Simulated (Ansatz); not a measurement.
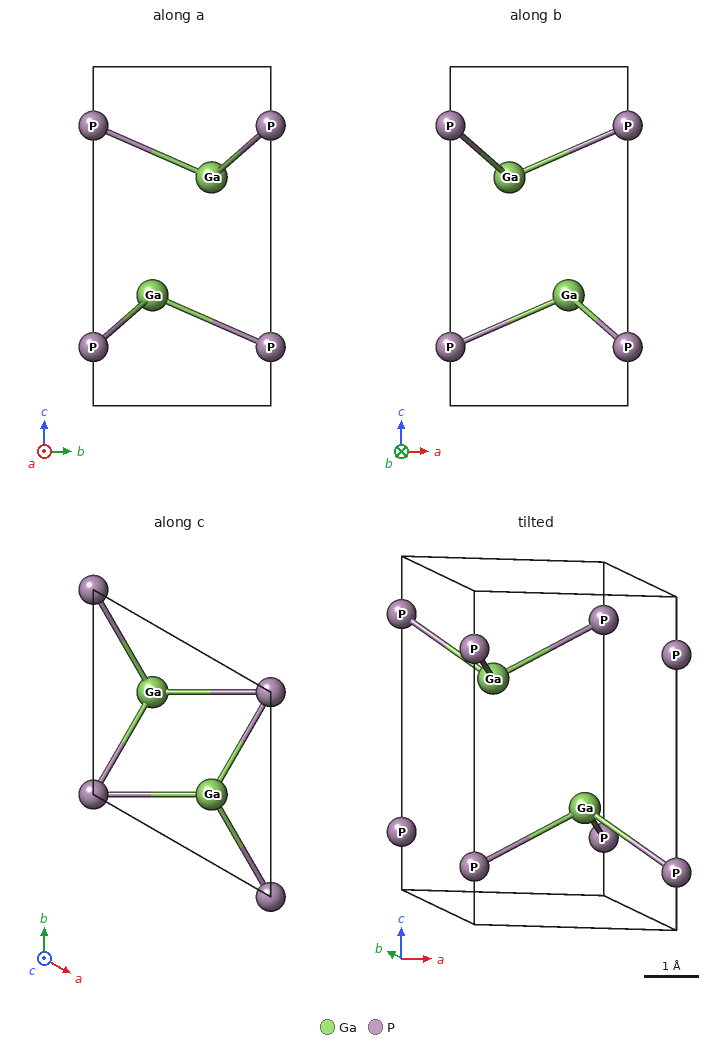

Ball-and-stick representation of a periodic structure, projected along the a axis, along the b axis, along the c axis and slightly off an axis. One conventional unit cell is outlined, and atoms on its boundary appear in each equivalent place.

Lattice parameters: a = 3.8180 Å, b = 3.8180 Å, c = 6.3262 Å, α = 90.000°, β = 90.000°, γ = 120.000°.

Question: Convert the drawing into a CIF in P1 with every atom of the cell, with free fractional coordinates to two decimals.

Answer:
```cif
data_structure
_symmetry_space_group_name_H-M 'P 1'
_symmetry_Int_Tables_number 1
_cell_length_a 3.8180
_cell_length_b 3.8180
_cell_length_c 6.3262
_cell_angle_alpha 90.000
_cell_angle_beta 90.000
_cell_angle_gamma 120.000
_cell_volume 79.86
loop_
_atom_site_label
_atom_site_type_symbol
_atom_site_fract_x
_atom_site_fract_y
_atom_site_fract_z
_atom_site_occupancy
Ga1 Ga 0.3333 0.6667 0.67 1
Ga2 Ga 0.6667 0.3333 0.33 1
P1 P 0.00 0.00 0.83 1
P2 P 0.00 0.00 0.17 1
```

The structure was taken from a structure type filled with these elements by a generator (whether the compound takes this form wasn't checked). This is the structure after a relaxation with DFT PBE, scalar-relativistic, plane waves, PAW (Ansatz 0.2.0).
